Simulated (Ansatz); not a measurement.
BN

Input

```
crystal:
  lattice:
    - [1.813001, -1.813001, 0.0]
    - [1.813001, 0.0, -1.813001]
    - [7.252004, 7.252004, 7.252004]
  atoms:
    - { symbol: B, position: [0.6666666667, 0.6666666667, 0.1666666667] }
    - { symbol: B, position: [0.0, 0.0, 0.0] }
    - { symbol: B, position: [0.3333333333, 0.3333333333, 0.3333333333] }
    - { symbol: B, position: [0.6666666667, 0.6666666667, 0.6666666667] }
    - { symbol: B, position: [0.0, 0.0, 0.5] }
    - { symbol: B, position: [0.3333333333, 0.3333333333, 0.8333333333] }
    - { symbol: "N", position: [0.6666666667, 0.6666666667, 0.5416666667] }
    - { symbol: "N", position: [1.0, 1.0, 0.375] }
    - { symbol: "N", position: [0.3333333333, 0.3333333333, 0.7083333333] }
    - { symbol: "N", position: [0.6666666667, 0.6666666667, 0.0416666667] }
    - { symbol: "N", position: [0.0, 0.0, 0.875] }
    - { symbol: "N", position: [0.3333333333, 0.3333333333, 0.2083333333] }
basis:
  ecutwfc: 420
kpoints:
  mp_grid: { grid: [10, 10, 2] }
hamiltonian:
  xc: pbe
scf:
  occupations: { method: gaussian, width: 0.05 }
output:
  forces: true
  stress: true
  eigenvalues: true
  write_density: true
  write_potential: true
  elf: true
  volumetric_format: npy
```

Command:

```sh
ansatz run input.yaml --threads 2 --pin off --max-ram 5120MiB --backend cpu --events-out ev --progress --plain --runs-dir out
```

Space group F-43m; a structure from a database of computed crystals, not necessarily the ambient phase.

Theory: Ansatz, DFT PBE, scalar-relativistic, plane waves, PAW.

Question: What can the converged valence pseudo-density and electron localisation function tell about the bonding?

Answer: B–N (1.57 Å): the density is about 1.4 e/Å³ at the midpoint; the ELF peaks at about 0.95 between the atoms (a polar covalent bond).

Question: Does the calculation give a band gap?

Answer: It is gapped, with a Kohn–Sham gap of 4.5 eV on the k-point mesh, an upper bound to the gap of this method.

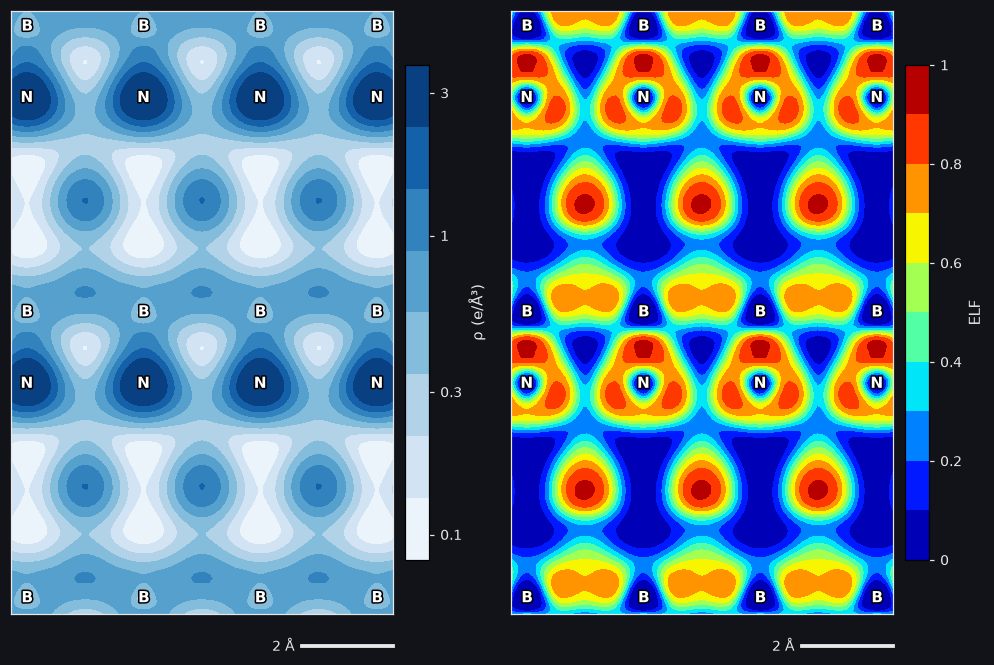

Computed valence pseudo-density and electron localisation function on the (010) plane of the calculation cell, in this order. Atoms just off the plane (B, 0.7 Å away and N, 0.7 Å away) can leave unmarked features too.

The density is the valence pseudo-density of a PAW calculation; it isn't the true density close to the nuclei.
